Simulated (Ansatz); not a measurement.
```yaml
crystal:
  lattice:
    - [3.56738, 0.00000, 0.00000]
    - [-1.78369, 3.08944, 0.00000]
    - [0.00000, 0.00000, 9.71392]
  atoms:
    - { symbol: Si, position: [0.33333, 0.66667, 0.72775] }
    - { symbol: Si, position: [0.33333, 0.66667, 0.41410] }
    - { symbol: Si, position: [0.66667, 0.33333, 0.27225] }
    - { symbol: Si, position: [0.66667, 0.33333, 0.58590] }
    - { symbol: Ge, position: [0.33333, 0.66667, 0.10102] }
    - { symbol: Ge, position: [0.66667, 0.33333, 0.89898] }
```

Space group P-3m1; a structure generated by program, which may or may not match a known phase.

The calculation used DFT PBE, scalar-relativistic, plane waves, PAW in Ansatz.

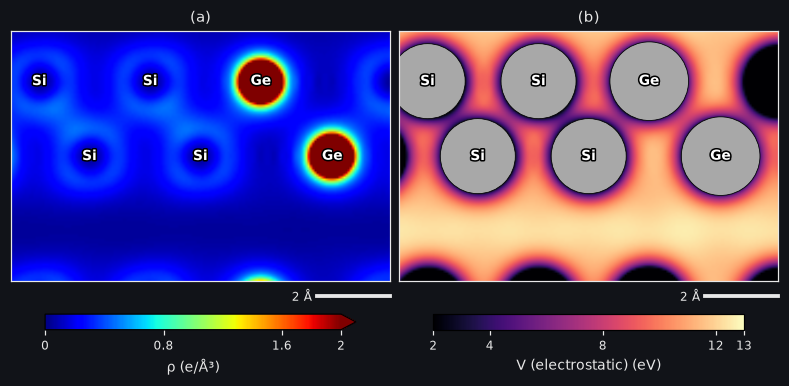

Si₂Ge. (a) valence charge density (pseudo); (b) electrostatic potential (local pseudopotential plus Hartree) felt by an electron on the (110) plane of the conventional cell. Grey discs cover the atomic cores in the potential map.

In a PAW calculation such maps are meaningful between the atoms, not at the nuclei.

> Read the bonding off the picture.

Atoms in the plane: Si and Ge.
Si–Si (2.48 Å): ρ is about 0.43 e/Å³ halfway.
Si–Ge (2.65 Å): the density is about 0.33 e/Å³ at the midpoint.
Between the atoms the lowest density in this plane is 0.05 e/Å³.
Outside the cores the potential energy rises away from the atoms and is highest about 2.3 Å from the nearest atoms; its zero is arbitrary.

> Metal or insulator at this level of theory?

It is metallic or semimetallic at this level of theory: no gap opens.
